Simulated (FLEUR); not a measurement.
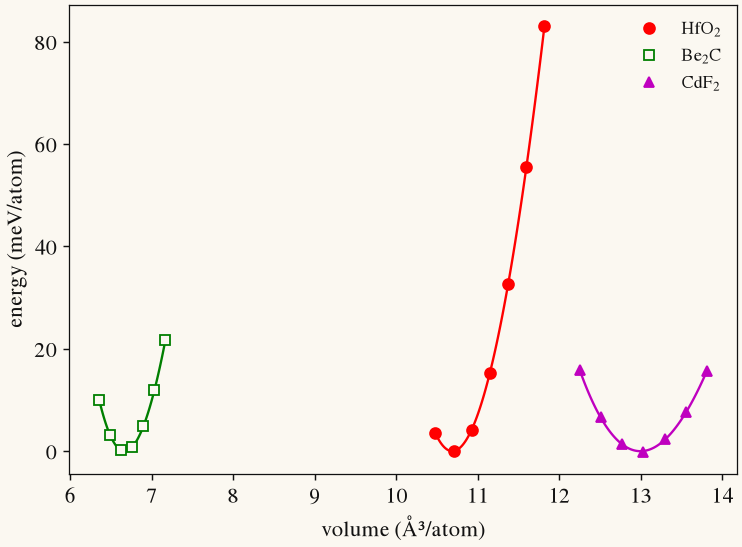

The figure shows the energy against volume, with one curve for each compound, for Be₂C, CdF₂ and HfO₂ (all in space group Fm-3m (No. 225)).

How it was computed, with FLEUR MaX-R8.1 (later development tree): all-electron LAPW DFT, no spin polarisation; energies at scaled volumes of the given cell, shape and fractions fixed, counted from the fit's minimum, third-order Birch-Murnaghan fit. Level: PBEsol.

- occupations: Fermi–Dirac
- smearing width: 0.05 eV
- potentials: all electron

Settings that differ: HfO2: k mesh 9×9×9; Be2C: k mesh 11×11×11; CdF2: k mesh 9×9×9.

> Order the curves by fitted equilibrium volume, smallest first.

Be₂C 6.669, HfO₂ 10.691, CdF₂ 12.999 Å³/atom.

> Order the curves by fitted bulk modulus, smallest first.

CdF₂ 108.3, Be₂C 206.0, HfO₂ 266.5 GPa.

The computed values:

HfO₂:
| volume (Å³/atom) | energy (meV/atom) |
| --- | --- |
| 10.48 | 3.46 |
| 10.71 | 0.09 |
| 10.93 | 4.19 |
| 11.15 | 15.32 |
| 11.38 | 32.58 |
| 11.60 | 55.45 |
| 11.82 | 83.06 |

Be₂C:
| volume (Å³/atom) | energy (meV/atom) |
| --- | --- |
| 6.3593 | 9.93 |
| 6.4946 | 3.07 |
| 6.6299 | 0.15 |
| 6.7652 | 0.85 |
| 6.9005 | 4.90 |
| 7.0358 | 11.96 |
| 7.1711 | 21.76 |

CdF₂:
| volume (Å³/atom) | energy (meV/atom) |
| --- | --- |
| 12.25 | 15.84 |
| 12.51 | 6.70 |
| 12.77 | 1.34 |
| 13.03 | −0.25 |
| 13.30 | 2.36 |
| 13.56 | 7.63 |
| 13.82 | 15.71 |
